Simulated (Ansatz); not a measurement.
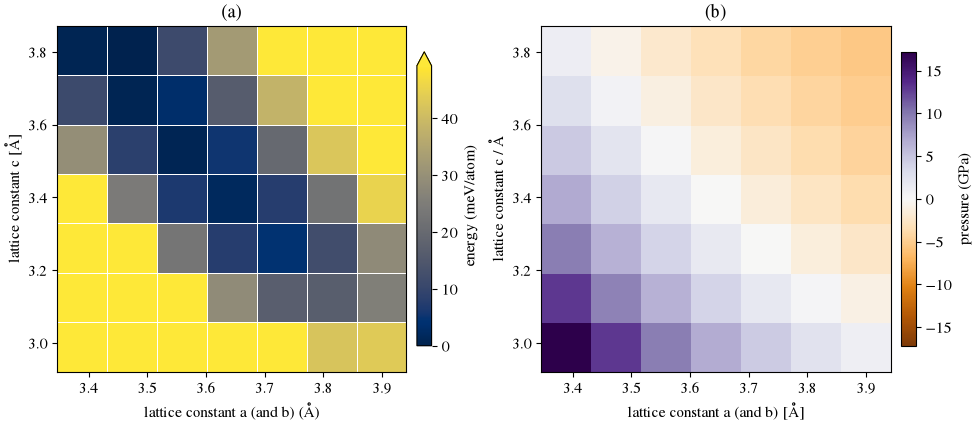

Mg (I4/mmm, No. 139; 1 atom in the cell). The energy is mapped over the lattice constants a and c of the conventional cell. The first coordinate is: lattice constant a (and b); the second: lattice constant c. Nothing is relaxed (symmetry fixes all fractional coordinates). Grid: 7 × 7 points. Points are written as (first, second). All energies are given in meV/atom relative to the lowest grid point. These are results of DFT PBEsol, scalar-relativistic, plane waves, PAW (Ansatz 0.2.0), not measurements. Settings: cutoff 520 eV, k-mesh 18×18×18, gaussian smearing 0.15 eV, no spin polarisation.

Panel (a) is the energy; panel (b) is the computed pressure, in GPa.

Drawn: one coloured cell a grid point, one colour for all values above the top of the scale.

**How does the pressure vary over the map, and what is it at the lowest grid point?**

It runs from −5.5 GPa at (3.899 Å, 3.804 Å) to 17.2 GPa at (3.389 Å, 2.989 Å). At the lowest grid point, (3.474 Å, 3.804 Å), it is −0.7 GPa. That point lies on the edge of the scan.
